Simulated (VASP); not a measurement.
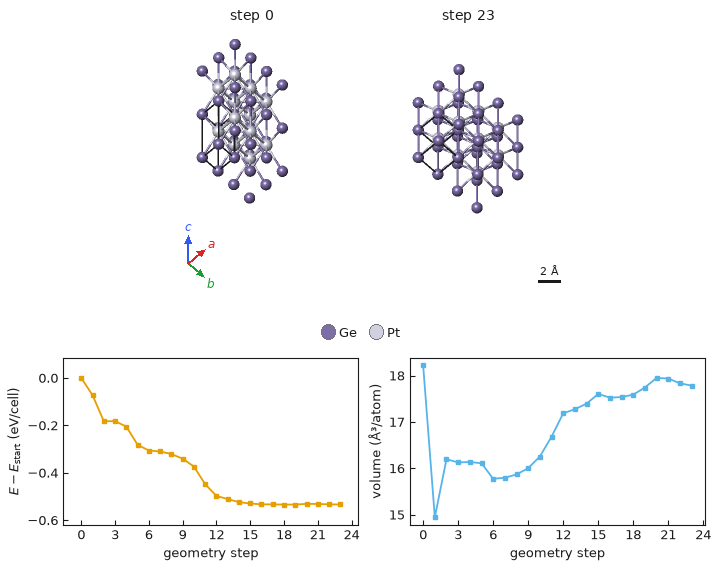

First and last geometry of a relaxation of a crystal of GePt (a generated structure, set up in P-6m2), with the history of the run. The picture is a ball-and-stick view of the cell of the calculation, repeated 2 × 3 × 2 with one cell outlined, seen from a free direction.

The run lets cell and atoms move.

Theory: Kohn-Sham DFT of a periodic cell, PBE, VASP PAW PBE potentials, recommended in VASP.

The input:
```
SYSTEM = GePt
PREC = Normal
ENCUT = 520
EDIFF = 1E-4
ISMEAR = 0
SIGMA = 0.15
LREAL = .False.
LASPH = .True.
NELM = 60
ALGO = Fast
ISIF = 3
LWAVE = .False.
LCHARG = .False.
GGA = PE
IBRION = 2
NSW = 24
EDIFFG = -0.08
KPAR = 2
```

Launched with:
```bash
cat potpaw_PBE.64/Ge_d/POTCAR potpaw_PBE.64/Pt/POTCAR > POTCAR
mpirun -np 2 vasp_std > vasp.out
```

**What do the curves and the structures tell?**

The relaxation stopped without meeting its thresholds, so the last structure isn't shown to be converged. After 23 geometry steps the energy has fallen by 0.533 eV per cell of the calculation. All forces vanish by symmetry, so only the cell relaxes. The pressure goes from −11.63 to 1.14 GPa. The atoms keep their places relative to the cell (all moves are under 0.005 Å). Cell: a = b 3.016 → 3.744 Å (+24.1 %), c 4.626 → 2.930 Å (−36.7 %). Volume −2.4 %. Among the contacts that change: Ge–Ge 4.626 → 2.930 Å, Pt–Pt 3.016 → 3.744 Å, Ge–Pt 2.895 → 2.611 Å. Among the angles between lasting bonds that change: Ge–Pt–Ge 106.1° → 68.3°, Pt–Ge–Pt 106.1° → 68.3°, Pt–Ge–Pt 62.8° → 91.6°. The space group stays P-6m2 (No. 187).
